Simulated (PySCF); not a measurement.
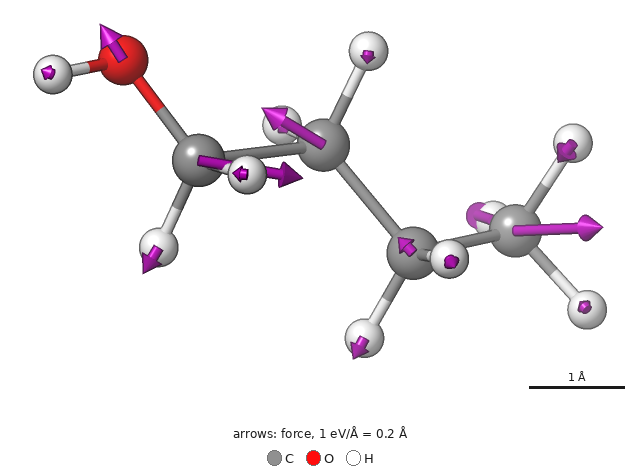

Starting geometry of C$_{4}$H$_{10}$O with the computed forces as purple arrows. A ball-and-stick model, seen at a tilt.

The start comes from MMFF94s. Its atoms were then displaced at random by about 0.03 Å.

Computed with PBE0-D3(BJ)/def2-SVP geometry optimisation, gas phase in PySCF 2.14.0, density-fitted response routines. 

**Is this structure relaxed? If not, where do the atoms go?**

It isn't relaxed: the largest force vector, on a C atom, is 5.99 eV/Å. The final displacements follow the starting forces only in part (cosine between the two patterns 0.69). The largest move after the best rigid fit is that of a C atom, 0.100 Å. Largest moves by element: C 0.100 Å, H 0.068 Å, O 0.039 Å. Some distances before and after: C–C 1.658 → 1.513 Å, C–H 1.017 → 1.102 Å, C–O 1.327 → 1.403 Å, C–H 1.159 → 1.102 Å. Bond angles that change, for instance: C–C–H 100.6° → 109.2°, C–C–H 119.1° → 111.2°, H–C–H 112.2° → 105.7°. After 9 geometry steps the energy has fallen by 20.6 kcal/mol. The run took 26 s on 1 thread of AMD EPYC 9R45 96-Core Processor, with other jobs on the host.
